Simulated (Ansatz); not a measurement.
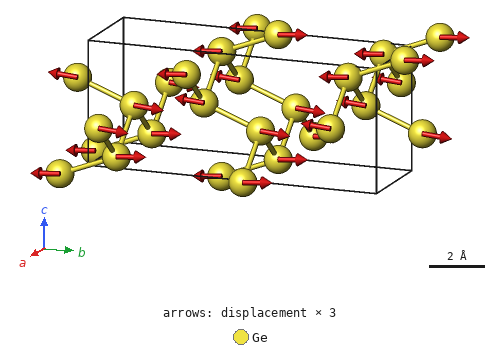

This is a relaxation of crystalline Ge (built on the black phosphorus_64 type) (coarse preliminary run). The starting structure is drawn; red arrows show the displacements (the part carried along by the change of the cell is left out), 3 times their true length.

The picture is a ball-and-stick view of the conventional cell (2 times the calculation's cell), seen slightly off an axis. Lengths and directions refer to the drawn axes.

Case: black phosphorus type (Cmce, No. 64).

Level of theory: DFT r2SCAN, scalar-relativistic, plane waves, PAW (Ansatz 0.2.0).

Input
```yaml
crystal:
  lattice:
    - [1.7853927867, -5.6636327071, 0.0]
    - [1.7853927867, 5.6636327071, 0.0]
    - [0.0, 0.0, 4.7250878585]
  atoms:
    - { symbol: Ge, position: [0.098, 0.902, 0.91] }
    - { symbol: Ge, position: [0.598, 0.402, 0.59] }
    - { symbol: Ge, position: [0.902, 0.098, 0.09] }
    - { symbol: Ge, position: [0.402, 0.598, 0.41] }
basis:
  ecutwfc: 500
kpoints:
  mp_grid: { grid: [6, 6, 4] }
hamiltonian:
  xc: r2scan
scf:
  occupations: { method: gaussian, width: 0.1 }
  lower_state_search: "off"
output:
  forces: true
  stress: true
  eigenvalues: true
relax:
  adjacent_minimum: "off"
  f_tol: 0.04
  max_steps: 70
  cell: { stress_tol: 0.4 }
```

**What happened in the run?**

The largest moves relative to the cell, 0.39 Å, are those of Ge1, Ge2, Ge3 and Ge4. Ge2 goes along −b. The volume changes by −12.9 %, with a 3.571 → 3.643 Å (+2.0 %), b 11.327 → 7.214 Å (−36.3 %), c 4.725 → 6.332 Å (+34.0 %). Some distances before and after: Ge1–Ge3 3.971 → 2.599 Å, Ge1–Ge2 2.340 → 2.678 Å, Ge1–Ge3 (another image) 2.377 → 2.504 Å. New bonds form: Ge1–Ge3 (3.97 → 2.60 Å), Ge2–Ge4 (3.97 → 2.60 Å). Among the angles between lasting bonds that change: Ge2–Ge1–Ge2 99.5° → 85.7°, Ge2–Ge1–Ge3 103.4° → 110.6°. The space group stays Cmce (No. 64). Over 15 accepted moves (19 points after the start) the energy falls by 519 meV per atom. Largest force component: 0.91 eV/Å at the start, 0.023 eV/Å at the end. The pressure goes from 7.98 to 0.07 GPa. The line search rejected the trial steps at points 12, 14 of the run. At 2 points the geometry stayed and the basis and grid were re-selected for the new cell (energy shift of 11.3 meV per atom at most each time). The run took roughly 9 core-minutes on a shared host.
